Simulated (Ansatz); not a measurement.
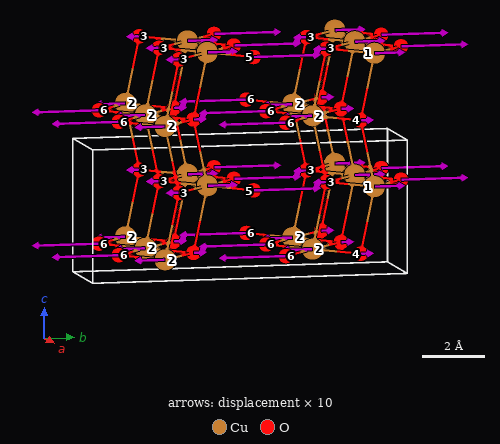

This is a relaxation of solid CuO₂ (set up in Cmcm). The starting structure is drawn; purple arrows show the displacements (the part carried along by the change of the cell is left out), magnified 10 times.

A ball-and-stick model of the conventional cell (2 times the calculation's cell), repeated 2 × 1 × 2 with one cell outlined, seen slightly off an axis. Lengths and directions refer to the drawn axes.

The run lets cell and atoms move.

Theory: Ansatz 0.2.0, Kohn-Sham DFT of a periodic cell, LDA, Ansatz PAW.

Input
```yaml
crystal:
  lattice:
    - [1.412615, -5.210747, 0.0]
    - [1.412615, 5.210747, 0.0]
    - [0.0, 0.0, 4.343424]
  atoms:
    - { symbol: Cu, position: [0.167253, 0.832747, 0.75] }
    - { symbol: Cu, position: [0.832747, 0.167253, 0.25] }
    - { symbol: O, position: [0.78897, 0.21103, 0.75] }
    - { symbol: O, position: [0.21103, 0.78897, 0.25] }
    - { symbol: O, position: [0.551486, 0.448514, 0.75] }
    - { symbol: O, position: [0.448514, 0.551486, 0.25] }
hamiltonian:
  xc: lda
  pseudopotentials: { kind: paw }
kpoints:
  mp_grid: { grid: [10, 10, 6] }
scf:
  occupations: { method: fermi_dirac, width: 0.05 }
output:
  forces: true
  stress: true
  eigenvalues: true
relax:
  f_tol: 0.01
  max_steps: 40
  cell: { stress_tol: 0.05 }
```

Command:
```bash
ansatz run input.yaml --threads 2 --pin off --max-ram 5632MiB --backend cpu --events-out ev --progress --plain --runs-dir out
```

> Which element moves most?

Oxygen: up to 0.23 Å, against 0.11 Å for copper.

> What did the optimiser do to the structure, and how much energy did it gain?

Over 16 accepted moves (21 points after the start) the energy falls by 79.1 meV per atom. Largest force component: 0.79 eV/Å at the start, 0.00018 eV/Å at the end. Pressure: −14.86 GPa at the start and 0.00 GPa at the end. The line search rejected the trial steps at points 8, 11 of the run. At 3 points the geometry stayed and the basis and grid were re-selected for the new cell (energy shift of 4.4 meV per atom at most each time). The largest moves relative to the cell, 0.23 Å, are those of O5 and O6. O5 goes along +b. By element the largest moves are O 0.23 Å, Cu 0.11 Å. The drawn cell changes as follows: a 2.825 → 2.914 Å (+3.1 %), b 10.421 → 9.760 Å (−6.3 %), c 4.343 → 3.699 Å (−14.8 %); the volume changes by −17.7 %. Near-neighbour distances that change, for instance: Cu1–O4 2.219 → 1.912 Å, Cu1–O3 1.899 → 1.983 Å, Cu1–O5 1.858 → 1.920 Å. Among the angles between lasting bonds that change: O4–Cu1–O4 156.3° → 150.6°, Cu2–O3–Cu2 156.3° → 150.6°, O3–Cu1–O4 82.1° → 80.1°. The space group stays Cmcm (No. 63). The run took 63 s on 2 threads of AMD EPYC 9R45 96-Core Processor (Zen 5) (shared host), peak memory 0.58 GiB.
